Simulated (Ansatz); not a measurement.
# AlN: what the electrons do

Space group P6_3/mmc. This isn't the usual form at ambient conditions. The cell comes from a database of computed structures, not from a measurement.

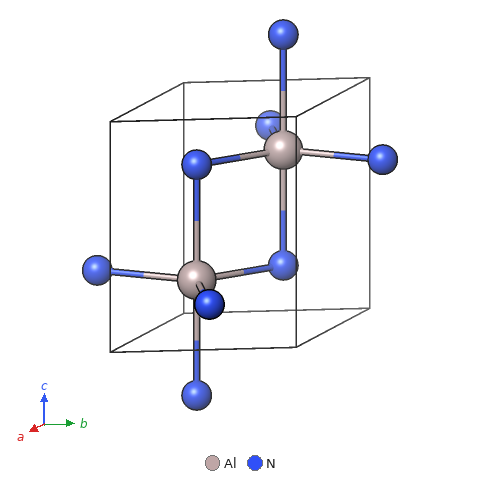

The conventional cell.

```
CELL_PARAMETERS angstrom
3.31212 0.00000 0.00000
-1.65606 2.86838 0.00000
0.00000 0.00000 4.18756
ATOMIC_POSITIONS crystal
Al 0.33333 0.66667 0.75000
Al 0.66667 0.33333 0.25000
N 0.33333 0.66667 0.25000
N 0.66667 0.33333 0.75000
```

Theory: DFT PBE, scalar-relativistic, plane waves, PAW in Ansatz 0.2.0.

Core electrons are frozen (PAW), so the maps are meaningful between the atoms, not at the nuclei.

### 1. Bonding charge

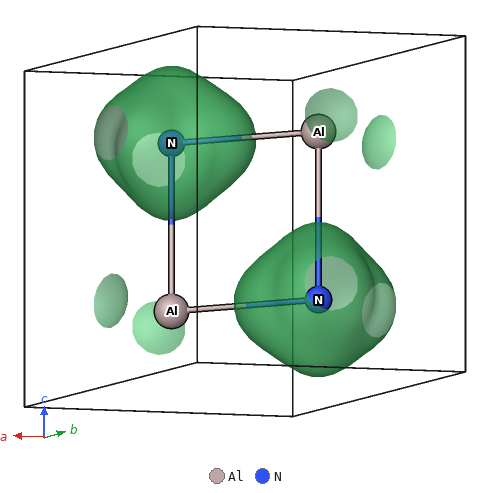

*Bonding charge density, ρ(crystal) − Σ ρ(neutral atoms): green surfaces at +0.1, none at −0.1 e/Å³, in the conventional cell seen at an oblique angle (the regions close to the nuclei are left out). Cores are masked to 0.8 Å (Al) and 0.6 Å (N).*

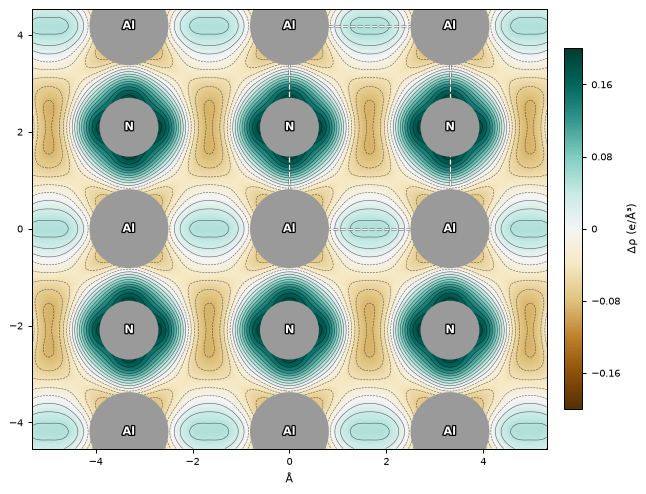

The same field as a map on the (100) plane of the conventional cell, with grey discs over the atomic cores.

What does the deformation density say about the bonding?

Al–N (1.91 Å): Δρ is +0.16 e/Å³ at the midpoint (close to a masked core, so read it with care) (this contact isn't in the plane drawn).
- Al–Al (2.84 Å): Δρ is −0.019 e/Å³ at the midpoint (this contact isn't in the plane drawn).
- Over the whole cell, outside the masked cores, the largest gain lies at the edge of the masked core of N, and the largest loss lies at the edge of the masked core of Al.
- In all about 0.31 e an atom is rearranged against the free atoms.
- Bader charges: Al +2.46 and N −2.46 e.

### 2. One group of states

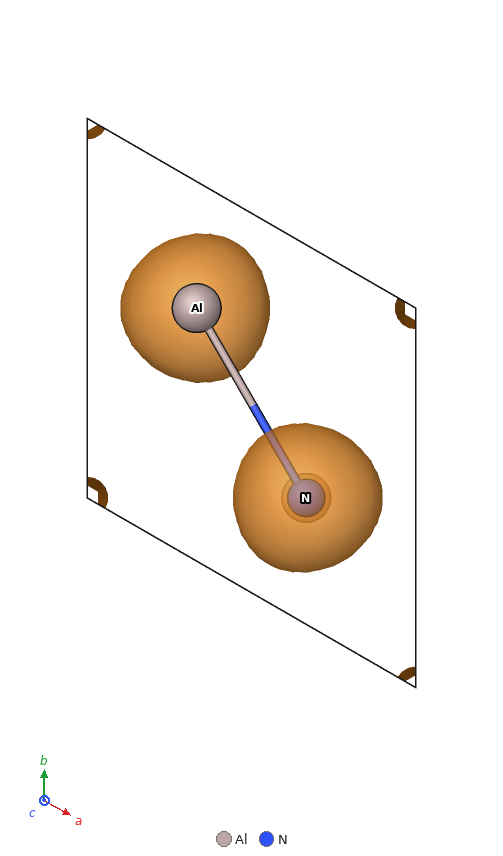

Density of the Kohn–Sham states from +3.2 to +3.9 eV about the valence-band maximum (the bottom of the conduction band), scaled to one electron a cell: orange surface at 0.05 1/Å³, in the conventional cell seen along the c axis.

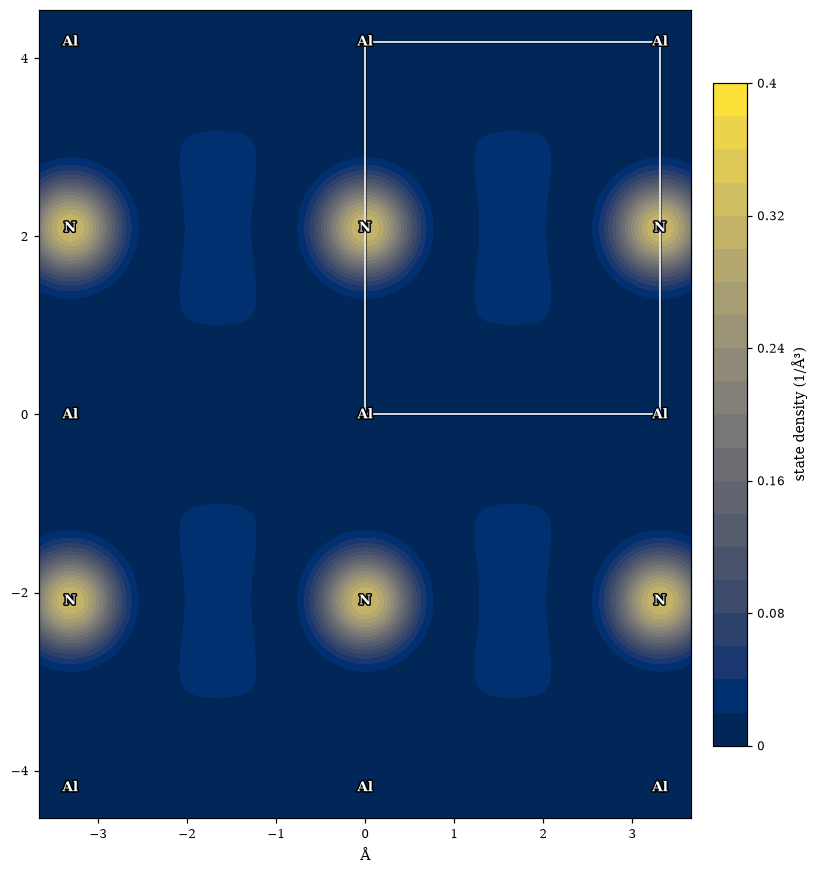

The same field as a map on the (010) plane of the conventional cell.

Describe these states.

Projected on a minimal set of atomic orbitals (Löwdin), they are N 2s (40 %), Al 3s (35 %) and Al 3p (15 %).
- In space (atomic cells sized by Bader volumes) the density divides as N about 90 % and Al about 10 %. The two measures disagree here: the projection uses a minimal set of atomic orbitals, while the spatial cells share out diffuse density by volume.
- It nearly vanishes midway along the shortest Al–N contact.
- It nearly vanishes midway along the shortest Al–Al contact.

### 3. Change of volume

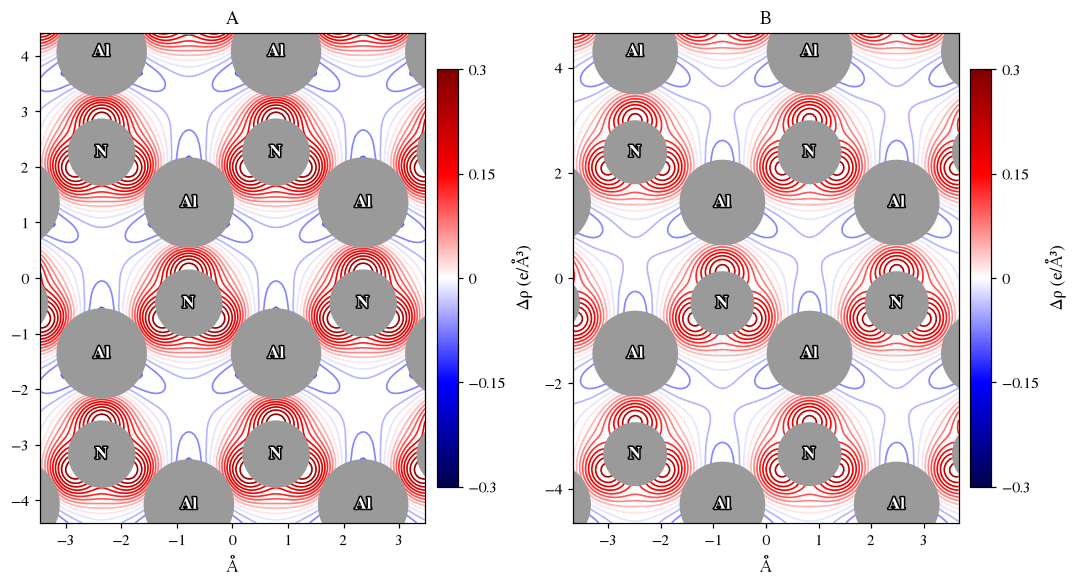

AlN: deformation density on the (001) plane of the conventional cell at two volumes, with the same fractional coordinates and one colour scale. Grey discs cover the cores.

How do the two volumes compare, and how does the bonding charge respond?

B is the larger cell: A has 85 % of the volume of B. The pressure is 0 GPa in B and 47 GPa in A. Bader charges in B: Al +2.46 and N −2.46 e; in A: Al +2.49 and N −2.49 e. The rearranged charge is 0.31 e an atom in B and 0.32 e in A.

### 4. Another level of theory

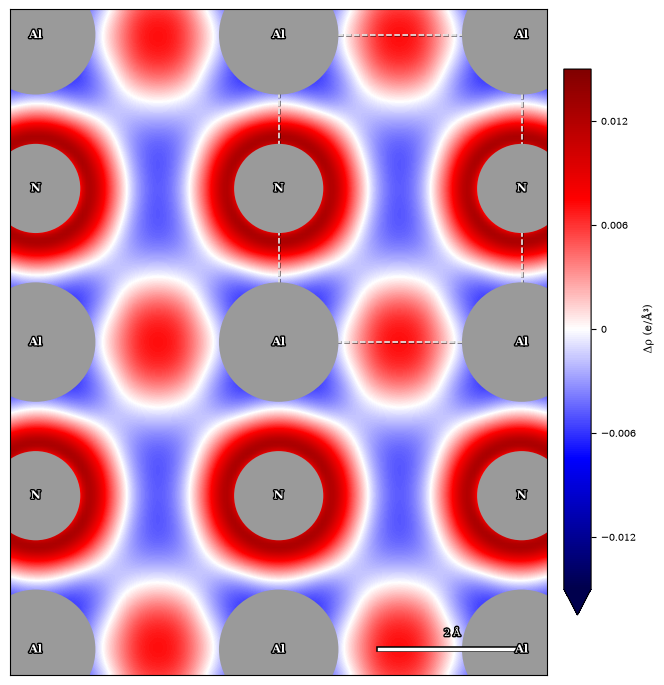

AlN: difference of two self-consistent densities at the same geometry, ρ(HSE06) − ρ(PBE), on the (010) plane of the conventional cell. Grey discs cover the cores, where the PAW densities can't be compared. Cores are masked to 0.8 Å (Al) and 0.6 Å (N).

Both runs: Ansatz, scalar-relativistic, plane waves and PAW, same cutoff, k-points and PAW files (made with PBE).

What differs between the two levels of theory?

Against PBE, and outside the masked cores, the largest gain, 0.013 e/Å³, lies 0.7 Å from a nitrogen nucleus and 1.3 Å from an aluminium one, and the largest loss lies at the edge of the masked core of Al.
- Bader charges are Al +2.46 and N −2.46 e with PBE and Al +2.50 and N −2.50 e with HSE06.
- At this volume the pressure is 0 GPa with PBE and roughly −6 GPa with HSE06.
- The gap on the mesh is 3.26 eV with PBE and 4.52 eV with HSE06.

### 5. Holes and electrons

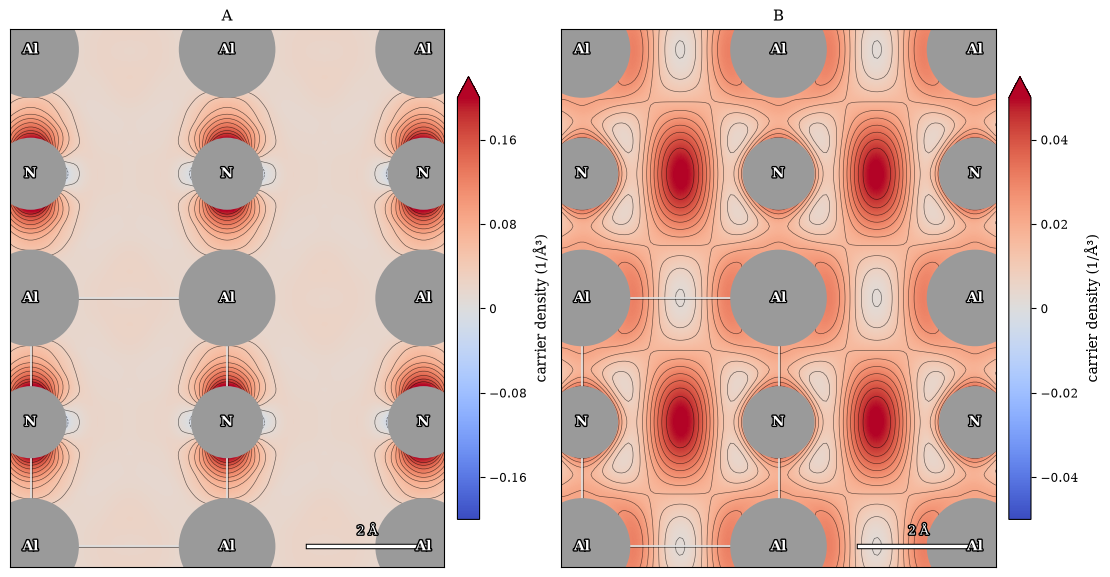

AlN, doped once with holes and once with electrons (0.2 e in the calculation's cell of 4 atoms, uniform background, atoms fixed). Each panel shows the carrier's density (positive where it sits) on the (100) plane of the conventional cell; grey discs cover the cores. Cores are masked to 0.8 Å (Al) and 0.6 Å (N).

Which panel shows the hole and which the electron?

A is the hole: outside the cores it is densest 0.7 Å from a nitrogen nucleus and 1.4 Å from an aluminium one; it divides as N about 90 % and Al about 10 %. B is the electron: outside the cores it is densest 1.9 Å from an aluminium nucleus and 1.9 Å from a nitrogen one; it divides as N about 85 % and Al about 15 %. Shares are sums over atomic cells sized by the Bader volumes, which fill 20 % (Al) and 80 % (N) of the cell, so only an excess over these marks a preference; they are shares of the net change, screening included, and the band-edge orbitals themselves can be more concentrated.

### 6. Putting it together

Charge passes from Al (Pauling electronegativity 1.61) to N (3.04), the direction that the scale predicts; the Bader charges fall short of whole formal charges, as they usually do. The hole favours N (90 % of it on 80 % of the volume), in line with the top of the valence band, which is mainly N 2p. A carrier enters the states at the band edge, and screening then spreads part of it over the cell. HSE06 has less self-interaction than PBE: it moves charge onto N, so the crystal turns more ionic, and the gap widens from 3.26 to 4.52 eV. The two pressures give a mean stiffness −ΔP/Δln V of about 285 GPa over this range, with the atoms held at their fractional positions.
